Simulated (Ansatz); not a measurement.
**Al5Ga3N8: geometry relaxation (part 2 of 2)**

Al5Ga3N8 (Cm, 16 atoms in the cell); DFT PBEsol, scalar-relativistic, plane waves, PAW, no spin polarisation (Ansatz 0.2.0); cutoff 420 eV, 4×6×6 k-mesh, Gaussian smearing of 0.1 eV. The structure was built on a prototype by a generator; it need not be a known phase.

Geometry of the input (Å; fractional positions):
```
0.0000  0.0000  -5.0309
3.1442  5.4459  0.0000
3.1442  -5.4459  0.0000
Ga 0.0000  0.1667  0.3333
Ga 0.0000  0.1667  0.8333
Al 0.0000  0.6667  0.3333
Al 0.0000  0.6667  0.8333
Ga 0.5000  0.3333  0.6667
Al 0.5000  0.3333  0.1667
Al 0.5000  0.8333  0.6667
Al 0.5000  0.8333  0.1667
N  0.6200  0.1667  0.3333
N  0.6200  0.1667  0.8333
N  0.6200  0.6667  0.3333
N  0.6200  0.6667  0.8333
N  0.1200  0.3333  0.6667
N  0.1200  0.3333  0.1667
N  0.1200  0.8333  0.6667
N  0.1200  0.8333  0.1667
```

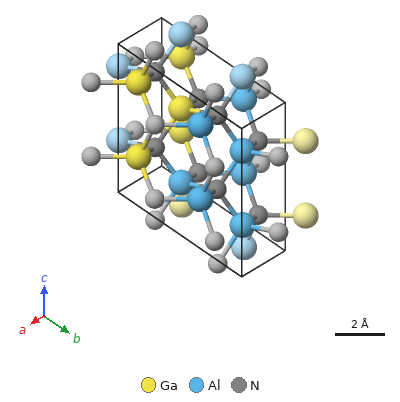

The geometry at step 3 of the log (ball-and-stick view of the cell of the calculation, seen slightly off an axis; neighbours outside the cell are drawn fainter).

### The program's output, continued
```
relax step   5: F+E_penalty+E_count = -16898.26066161 eV  Δ(F+E_penalty+E_count) = -2.045e-3 eV  max|allowed force component| = 1.321e-2 eV/Å  Δτ_max = 0.0000 Å  P = +0.083 GPa  Ω = 172.783 Å³  stress off target by 1.18e-1 GPa  SCF on the basis re-selected at this cell (its energy is not comparable with the rows above)  (4 SCF iters)
basis re-selected at this cell: Δ(F+E_penalty+E_count) = -2.045e-3 eV, ΔP = +0.017 GPa vs the last step (what re-selecting the basis moved, of the pressure what is left beyond the Pulay correction that the steps carried, after the strain that the cell walked since its last selection, with what the two solves' SCF thresholds leave and, on support functions, any second-order correction that the steps lacked; it is no measure of the basis error at this ecutwfc). This SCF's stress stands 1.18e-1 GPa from its target on what of the cell is left free (relax.cell.stress_tol is 5.00e-1 GPa) and its largest allowed force component is 1.32e-2 eV/Å (relax.f_tol is 5.00e-2 eV/Å): within both
SCF converged after 4 iterations
Free energy (F): -16898.260662 eV
Harris-Foulkes:  -16898.260662 eV  (|F-HF|=1.15e-8)
Internal energy: -16898.260662 eV  (E = F + TS)
E sigma→0 (E₀):  -16898.260662 eV
Fermi energy:    9.618682 eV
--- Per-component energies (eV) ---
  E_band       = 18.128044
  E_kinetic    = 1533.856180
  E_local      = -8378.371544  (includes V_loc(G=0)·N_el)
  E_nonlocal   = 1705.068607
  E_hartree    = 3762.467578
  E_xc         = -886.503370
  E_vxc        = -938.924821  (∫ρ·V_xc dr)
  E_paw        = -9116.990013  (= ΣΔE_a)
  E_vpaw       = -1428.434406  (= ΣTr[D̂ρ^β])
  E_aug_tail   = 0.000535  (compensation charges beyond the density's cutoff)
  E_ewald      = -5520.698055
  E_core_change = 2.909419  (= ΣΔE_core)
  E_smearing   = -0.000000  (= −TS)
  E_closure    = 0.000000  (closes the sum)
  Σ components = -16898.260662   (vs F -16898.260662, Δ=0.00e0)
--- Forces (eV/Å), atoms counted from 1 ---
  atom   1  Ga     0.00898326     0.00020721    -0.00955031
  atom   2  Ga     0.00467107     0.00767613    -0.00955031
  atom   3  Al    -0.00544831    -0.00314558     0.00018693
  atom   4  Al    -0.01320803    -0.00762566    -0.00105704
  atom   5  Ga    -0.00248283    -0.00143346    -0.00298063
  atom   6  Al    -0.00758816    -0.00438103     0.01277507
  atom   7  Al     0.00471142     0.00372855     0.00868278
  atom   8  Al     0.00558473     0.00221594     0.00868278
  atom   9  N      0.00509156    -0.00167494    -0.00246124
  atom  10  N      0.00109524     0.00524690    -0.00246124
  atom  11  N      0.00587639     0.00339273    -0.00226923
  atom  12  N     -0.00284143    -0.00164050     0.00173114
  atom  13  N     -0.00347696    -0.00200742     0.00104749
  atom  14  N     -0.00347514    -0.00200637    -0.00369985
  atom  15  N      0.00061133     0.00181293     0.00047458
  atom  16  N      0.00187571    -0.00037704     0.00047458
  max |Σ_I F_I| component: 2.55e-5 eV/Å
--- Stress (GPa, compression-positive) ---
        0.094155       0.030879       0.009916
        0.030879       0.058499       0.005725
        0.009920       0.005727       0.096233
  P = ⅓ Tr σ = 0.0830 GPa (0.830 kbar)
--- Band table (eV; the first three rows and the last of 47) ---
  k-point 0: bands = ["-7.4341", "-6.4522", "-6.1766", "-6.1475", "-6.1232", "-5.6715", "-5.6705", "-5.0063", "-4.9668", "-4.9647", "-4.8991", "-4.8903", "-4.8634", "-4.8394", "-4.8102", "-4.7821", "-4.7365", "-4.2699", "-4.2578", "-4.0491", "-3.6156", "-3.6024", "-3.3531", "1.4642", "2.0272", "2.1934", "2.3322", "3.3110", "3.3719", "3.6738", "4.3543", "4.3596", "4.4757", "5.6990", "5.7078", "5.7177", "6.0110", "6.0250", "6.0749", "7.0940", "7.1093", "7.1822", "7.2577", "7.3075", "7.9300", "7.9921", "8.0215", "11.2158", "13.0368", "13.1652", "13.5617", "13.6891", "13.7980", "13.8184", "13.8604", "14.9517", "15.0607", "15.7000", "17.5861", "17.8413", "17.8668", "18.2184", "18.3358"]
  k-point 1: bands = ["-7.3542", "-6.4658", "-6.2094", "-6.1649", "-6.0953", "-5.7390", "-5.6400", "-5.0588", "-4.9701", "-4.9511", "-4.9047", "-4.8774", "-4.8610", "-4.8338", "-4.8098", "-4.7845", "-4.7418", "-4.3864", "-4.2742", "-4.0429", "-3.7179", "-3.5208", "-3.2658", "1.5736", "2.1803", "2.3662", "2.5167", "3.3832", "3.5243", "3.8000", "4.0894", "4.3239", "4.3979", "5.4089", "5.4357", "5.7892", "6.1118", "6.1430", "6.3910", "6.6818", "6.8992", "6.9867", "7.0460", "7.3129", "7.5179", "7.9224", "7.9501", "11.6747", "13.3198", "13.5357", "13.6899", "13.8381", "13.9222", "14.0603", "14.1852", "14.9397", "15.3210", "15.8204", "17.4231", "17.6240", "17.8260", "17.9626", "18.1120"]
  k-point 2: bands = ["-7.1309", "-6.5560", "-6.2916", "-6.1755", "-6.0567", "-5.8375", "-5.6221", "-5.1411", "-4.9591", "-4.9412", "-4.8998", "-4.8866", "-4.8418", "-4.8279", "-4.8123", "-4.7864", "-4.7535", "-4.5834", "-4.3110", "-4.0123", "-3.7663", "-3.4445", "-3.2087", "1.8894", "2.5782", "2.7633", "2.9471", "3.3868", "3.6357", "3.7750", "4.1706", "4.3225", "4.5378", "4.8806", "4.9540", "5.6246", "6.0066", "6.2697", "6.3043", "6.3538", "6.4546", "6.5962", "6.7252", "7.0175", "7.4245", "7.7852", "7.8193", "12.5389", "13.4836", "13.7006", "13.8738", "14.2778", "14.5709", "14.8589", "15.0197", "15.1770", "15.9137", "16.1452", "16.7962", "17.1217", "17.3168", "17.6236", "17.9137"]
  k-point 46: bands = ["-6.5586", "-6.3984", "-6.2328", "-6.0611", "-6.0560", "-5.9814", "-5.6959", "-5.2992", "-4.9635", "-4.9418", "-4.9255", "-4.8779", "-4.8394", "-4.8291", "-4.7885", "-4.7597", "-4.7423", "-4.5670", "-4.4069", "-4.2383", "-4.1579", "-3.8433", "-3.5727", "2.2112", "2.5333", "2.9733", "3.0022", "3.2961", "3.7153", "4.1291", "4.1787", "4.7654", "4.8267", "4.9649", "4.9845", "6.1484", "6.2072", "6.2566", "6.4190", "6.7010", "6.7101", "6.7410", "6.7698", "6.8988", "6.9620", "7.0095", "7.1980", "13.7322", "13.8314", "14.1314", "14.1554", "14.2579", "14.3986", "14.4308", "14.4582", "15.9383", "16.0265", "16.1531", "16.5627", "16.7320", "16.7502", "17.1079", "17.2605"]
--- Relaxed structure (4 steps of the walk, 4 accepted, 1 SCFs on fresh bases) ---
  F+E_penalty+E_count = -16898.26066161 eV   max|allowed force component| = 1.321e-2 eV/Å   (the final SCF, on the basis selected at the relaxed cell)
  cell:  # Å, volume = 172.7828 Å³
    - [-0.0011623949579725656, -0.0006711090418901242, -5.067875556181622]
    - [3.1356899436950223, 5.433786707770089, 0.0014529353563998175]
    - [3.1379523558275952, -5.435092912023848, 4.336808689942018e-19]
  atoms:
    - { symbol: Ga, position: [-0.0012772215948121113, 0.16520481728301578, 0.331285012068593] }
    - { symbol: Ga, position: [-0.001277221594812111, 0.16520481728301592, 0.8339198052144229] }
    - { symbol: Al, position: [2.6969167332795195e-5, 0.6673149891887991, 0.3336574945943996] }
    - { symbol: Al, position: [-0.0003099299627517732, 0.669119105456873, 0.8345595527284365] }
    - { symbol: Ga, position: [0.498962165981422, 0.3350061852342154, 0.6675030926171077] }
    - { symbol: Al, position: [0.5001405203158034, 0.33553643380760967, 0.16776821690380486] }
    - { symbol: Al, position: [0.5003445666806123, 0.8313790402511416, 0.6652959691114216] }
    - { symbol: Al, position: [0.5003445666806123, 0.8313790402511418, 0.16608307113972] }
    - { symbol: N, position: [0.6133966303324367, 0.16291822855332228, 0.32632402624678863] }
    - { symbol: N, position: [0.6133966303324367, 0.16291822855332228, 0.8365942023065338] }
    - { symbol: N, position: [0.6227454281694064, 0.6671172640473827, 0.3335586320236915] }
    - { symbol: N, position: [0.6246601630241545, 0.6744635485821763, 0.8372317742910881] }
    - { symbol: N, position: [0.11466104796840983, 0.3399231755753885, 0.6699615877876942] }
    - { symbol: N, position: [0.12591225945083112, 0.34068239610655954, 0.1703411980532798] }
    - { symbol: N, position: [0.12413671252445907, 0.8259163649130183, 0.6626556376255006] }
    - { symbol: N, position: [0.12413671252445907, 0.8259163649130181, 0.16326072728751764] }
```

### Trajectory as extended XYZ (Å, eV, eV/Å), 5 frames, from step=1 to step=5
```
16
Lattice="0.0000 0.0000 -5.0309 3.1442 5.4459 0.0000 3.1442 -5.4459 0.0000" Properties=species:S:1:pos:R:3:forces:R:3 step=1 energy=-16898.08385 pressure_GPa=0.98
Ga    1.5721   -0.9076    0.0000   -0.0064  -0.0224  -0.0137
Ga    3.1442   -3.6306    0.0000   -0.0226   0.0057  -0.0137
Al    3.1442    1.8153    0.0000    0.0369   0.0213  -0.0599
Al    4.7163   -0.9076    0.0000    0.0369   0.0213  -0.0647
Ga    3.1442   -1.8153   -2.5154   -0.0211  -0.0122  -0.0421
Al    1.5721    0.9076   -2.5154    0.0312   0.0180  -0.1041
Al    4.7163    0.9076   -2.5154   -0.0311   0.0242  -0.0940
Al    3.1442    3.6306   -2.5154    0.0054  -0.0390  -0.0940
N     1.5721   -0.9076   -3.1191   -0.7551   0.4383   0.6938
N     3.1442   -3.6306   -3.1191    0.0020  -0.8731   0.6938
N     3.1442    1.8153   -3.1191   -0.0043  -0.0025   0.0749
N     4.7163   -0.9076   -3.1191    0.7713   0.4453  -0.2745
N     3.1442   -1.8153   -0.6037    0.7432   0.4291   0.3813
N     1.5721    0.9076   -0.6037    0.7580   0.4376  -0.5880
N     4.7163    0.9076   -0.6037   -0.7706  -0.4485  -0.2475
N     3.1442    3.6306   -0.6037   -0.7737  -0.4431  -0.2475
16
Lattice="-0.0001 -0.0001 -5.0631 3.1374 5.4365 0.0001 3.1394 -5.4376 0.0000" Properties=species:S:1:pos:R:3:forces:R:3 step=2 energy=-16898.21942 pressure_GPa=0.16
Ga    1.5614   -0.9050    0.0092    0.0639   0.0010  -0.0698
Ga    3.1364   -3.6329    0.0092    0.0328   0.0548  -0.0698
Al    3.1413    1.8136    0.0012   -0.0312  -0.0180  -0.0805
Al    4.7164   -0.9021    0.0015   -0.0586  -0.0338  -0.0465
Ga    3.1437   -1.8100   -2.5239   -0.0367  -0.0212  -0.0384
Al    1.5772    0.9106   -2.5322   -0.0746  -0.0430  -0.0068
Al    4.6988    0.9040   -2.5322    0.0754  -0.0039  -0.0330
Al    3.1322    3.6173   -2.5322    0.0344   0.0672  -0.0330
N     1.5522   -0.8979   -3.1217   -0.3767   0.2132   0.3218
N     3.1379   -3.6444   -3.1217   -0.0038  -0.4329   0.3218
N     3.1392    1.8124   -3.1498    0.0038   0.0022   0.0362
N     4.7253   -0.8969   -3.1533    0.3886   0.2244  -0.1315
N     3.1546   -1.8038   -0.5943    0.3682   0.2126   0.2154
N     1.5863    0.9158   -0.6264    0.3859   0.2228  -0.2382
N     4.6899    0.8965   -0.6226   -0.3893  -0.2162  -0.0737
N     3.1214    3.6133   -0.6226   -0.3819  -0.2291  -0.0737
16
Lattice="-0.0021 -0.0012 -5.0671 3.1441 5.4383 0.0026 3.1377 -5.4346 0.0000" Properties=species:S:1:pos:R:3:forces:R:3 step=3 energy=-16898.25549 pressure_GPa=-0.23
Ga    1.5630   -0.9019    0.0050   -0.1266  -0.0155   0.0381
Ga    3.1381   -3.6300    0.0050   -0.0767  -0.1019   0.0381
Al    3.1415    1.8138   -0.0013    0.0754   0.0435   0.0662
Al    4.7174   -0.8995    0.0004    0.1105   0.0638   0.0689
Ga    3.1455   -1.8070   -2.5234    0.0506   0.0292  -0.1004
Al    1.5783    0.9112   -2.5321    0.0685   0.0396  -0.0349
Al    4.7036    0.9056   -2.5333   -0.0734   0.0015  -0.0133
Al    3.1361    3.6207   -2.5333   -0.0354  -0.0644  -0.0133
N     1.5352   -0.8888   -3.1068    0.0191   0.0090  -0.0200
N     3.1356   -3.6607   -3.1068    0.0174   0.0120  -0.0200
N     3.1427    1.8145   -3.1530   -0.0169  -0.0097  -0.0095
N     4.7465   -0.8827   -3.1625   -0.0441  -0.0255  -0.0188
N     3.1708   -1.7924   -0.5803   -0.0100  -0.0058   0.0104
N     1.6061    0.9273   -0.6362   -0.0394  -0.0227  -0.0168
N     4.6750    0.8900   -0.6268    0.0457   0.0145   0.0127
N     3.1083    3.6037   -0.6268    0.0354   0.0324   0.0127
16
Lattice="-0.0012 -0.0007 -5.0679 3.1357 5.4338 0.0015 3.1380 -5.4351 0.0000" Properties=species:S:1:pos:R:3:forces:R:3 step=4 energy=-16898.25862 pressure_GPa=0.07
Ga    1.5576   -0.9029    0.0067    0.0088   0.0002  -0.0091
Ga    3.1348   -3.6347    0.0067    0.0046   0.0075  -0.0091
Al    3.1395    1.8126    0.0008   -0.0054  -0.0031   0.0003
Al    4.7170   -0.9001    0.0025   -0.0129  -0.0075  -0.0008
Ga    3.1445   -1.8079   -2.5282   -0.0025  -0.0014  -0.0027
Al    1.5780    0.9111   -2.5342   -0.0076  -0.0044   0.0128
Al    4.6940    0.9013   -2.5345    0.0047   0.0037   0.0088
Al    3.1275    3.6145   -2.5345    0.0056   0.0022   0.0088
N     1.5341   -0.8888   -3.1084    0.0050  -0.0016  -0.0028
N     3.1353   -3.6621   -3.1084    0.0011   0.0052  -0.0028
N     3.1378    1.8116   -3.1550    0.0059   0.0034  -0.0023
N     4.7414   -0.8860   -3.1647   -0.0028  -0.0016   0.0016
N     3.1681   -1.7943   -0.5806   -0.0034  -0.0020   0.0007
N     1.6027    0.9253   -0.6376   -0.0035  -0.0020  -0.0039
N     4.6691    0.8862   -0.6279    0.0006   0.0018   0.0003
N     3.1020    3.6004   -0.6279    0.0019  -0.0003   0.0003
16
Lattice="-0.0012 -0.0007 -5.0679 3.1357 5.4338 0.0015 3.1380 -5.4351 0.0000" Properties=species:S:1:pos:R:3:forces:R:3 step=5 energy=-16898.26066 pressure_GPa=0.08
Ga    1.5576   -0.9029    0.0067    0.0090   0.0002  -0.0095
Ga    3.1348   -3.6347    0.0067    0.0047   0.0077  -0.0095
Al    3.1395    1.8126    0.0008   -0.0054  -0.0031   0.0002
Al    4.7170   -0.9001    0.0025   -0.0132  -0.0076  -0.0011
Ga    3.1445   -1.8079   -2.5282   -0.0025  -0.0014  -0.0030
Al    1.5780    0.9111   -2.5342   -0.0076  -0.0044   0.0128
Al    4.6940    0.9013   -2.5345    0.0047   0.0037   0.0087
Al    3.1275    3.6145   -2.5345    0.0056   0.0022   0.0087
N     1.5341   -0.8888   -3.1084    0.0051  -0.0017  -0.0025
N     3.1353   -3.6621   -3.1084    0.0011   0.0052  -0.0025
N     3.1378    1.8116   -3.1550    0.0059   0.0034  -0.0023
N     4.7414   -0.8860   -3.1647   -0.0028  -0.0016   0.0017
N     3.1681   -1.7943   -0.5806   -0.0035  -0.0020   0.0010
N     1.6027    0.9253   -0.6376   -0.0035  -0.0020  -0.0037
N     4.6691    0.8862   -0.6279    0.0006   0.0018   0.0005
N     3.1020    3.6004   -0.6279    0.0019  -0.0004   0.0005
```

### Results in brief

```csv
quantity,value
outcome,converged
space group (tolerance 0.01 Å),Cm (8)
electrons treated,94
free energy,−16898.2607 eV
Fermi energy,9.619 eV
gap on the k-point mesh,3.19 eV
pressure,0.08 GPa
final volume,172.78 Å³
largest force (length of the vector) at the end,0.015 eV/Å
final cell,"a = 5.068 Å, b = 6.274 Å, c = 6.276 Å, α = 120.01°, β = 90.00°, γ = 90.03°"
hardware,"4 threads of Intel Xeon @ 2.70GHz, 189 GiB of memory available, shared host"
wall time,98 s (CPU time 6.2 min)
peak memory,0.84 GiB
```
